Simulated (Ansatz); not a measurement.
**PtS$_{2}$: density, localisation and related maps**

```
CELL_PARAMETERS angstrom
3.54320 0.00000 0.00000
-1.77160 3.06850 0.00000
0.00000 0.00000 5.03880
ATOMIC_POSITIONS crystal
Pt 0.99943 0.99349 0.01005
S 0.66718 0.33107 0.77169
S 0.33506 0.67148 0.23435
```

Space group P1; changed on purpose from its base cell (atoms moved at random by about 0.05 A); not relaxed (largest force 1.4 eV/Å); computed pressure about 10 GPa in this cell.

Computed with Kohn-Sham DFT of a periodic cell, PBE, Ansatz PAW (Ansatz 0.2.0).

The density is the valence pseudo-density of a PAW calculation; it isn't the true density close to the nuclei.

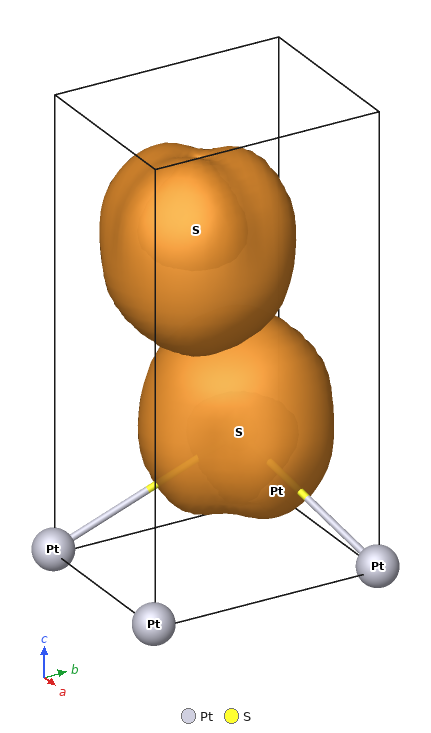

Figure 1. Isosurface of the electron localisation function at 0.7 (orange), seen slightly off an axis. Core shells and regions of very low density are left out. Sticks mark near contacts.

Identify the bonds, lone pairs and shells in this picture.

Answer. At this value the surface marks out two regions wrapped around S (the valence shell of each), counted in one cell of 3 atoms. Regions shared between cells count once.


Pt–S (2.31 Å): the ELF peaks at about 0.90 in the valence shell of S, 0.8 Å from its nucleus, and is about 0.45 at the midpoint. Pt–S (2.36 Å): the ELF peaks at about 0.90 in the valence shell of S, 0.8 Å from its nucleus, and is about 0.45 at the midpoint.

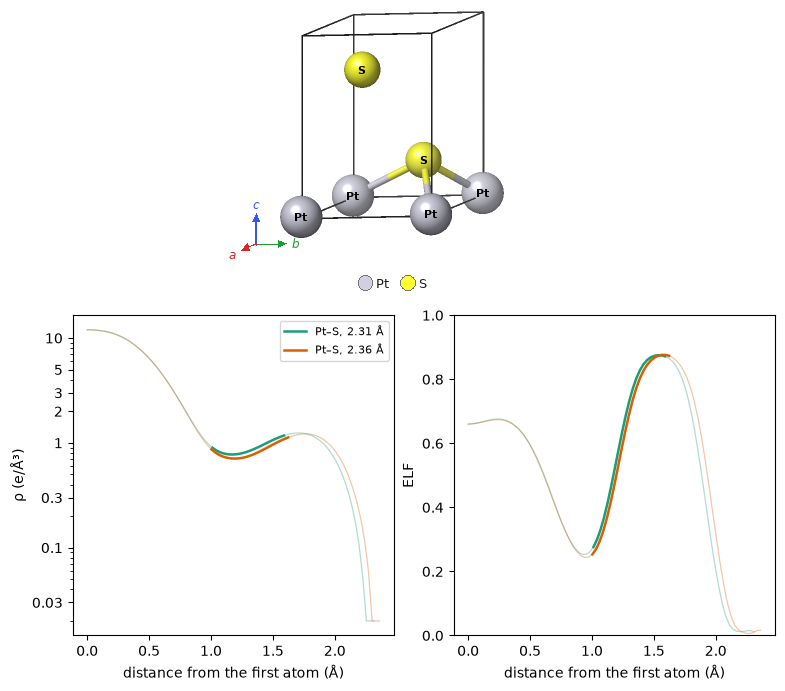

Figure 2. Valence charge density (pseudo) and ELF along straight lines between neighbouring atoms. Thin, pale parts lie inside the atomic spheres. The structure is drawn too.

Compare the contacts.

Answer. Pt–S (2.31 Å): ρ is about 0.77 e/Å³ halfway; the ELF peaks at about 0.90 in the valence shell of S, 0.8 Å from its nucleus, and is about 0.45 at the midpoint.
Pt–S (2.36 Å): ρ at the midpoint is about 0.71 e/Å³; the ELF peaks at about 0.90 in the valence shell of S, 0.8 Å from its nucleus, and is about 0.45 at the midpoint.

Metal or insulator at this level of theory?

Answer. It is gapped, with a Kohn–Sham gap of 0.90 eV on the k-point mesh, an upper bound to the gap of this method.
